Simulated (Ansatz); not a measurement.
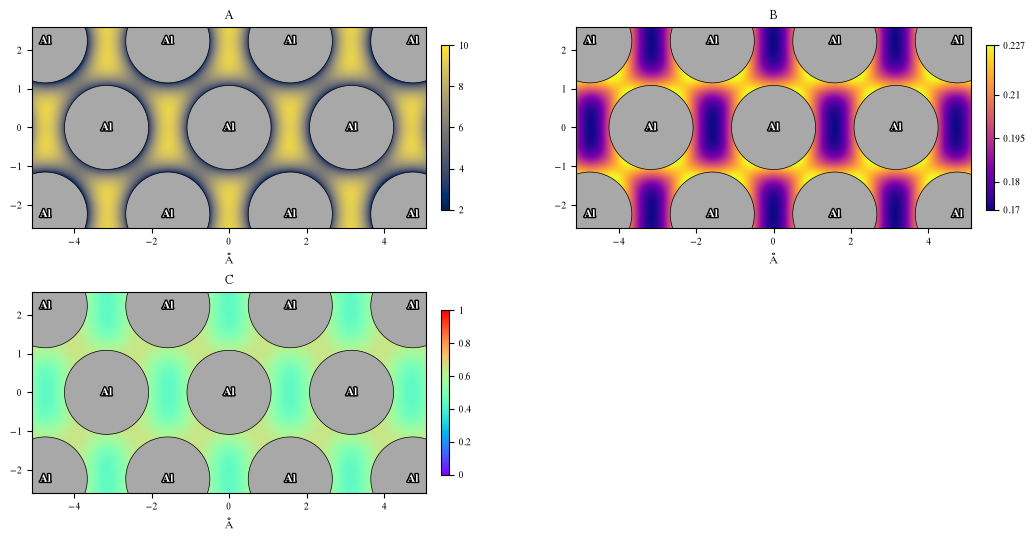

Al: 3 fields on the (101) plane of the conventional cell, with unlabelled colour scales. Grey discs cover the atomic cores.

Space group Im-3m; set up as Al, bcc; a generated structure, not necessarily the stable one; changed on purpose from its base cell (volume × 0.92); computed pressure about 7 GPa in this cell; computed without spin polarisation.

Theory: DFT, revPBE, plane waves (420 eV) with PAW, scalar-relativistic in Ansatz.

```xyz
2
Lattice="3.1632 0.0000 0.0000 0.0000 3.1632 0.0000 0.0000 0.0000 3.1632" Properties=species:S:1:pos:R:3 pbc="T T T"
Al    0.0000    0.0000    0.0000
Al    1.5816    1.5816    1.5816
```

> Which field does each panel show? The fields are: electron localisation function, electrostatic potential energy of an electron and valence pseudo-density.

Panel A: electrostatic potential energy of an electron (low next to the atoms, rising into the space between them). Panel B: valence pseudo-density. Panel C: electron localisation function. From the grid: Al–Al (2.74 Å): the density is about 0.22 e/Å³ at the midpoint; the ELF peaks at about 0.65 between the atoms.
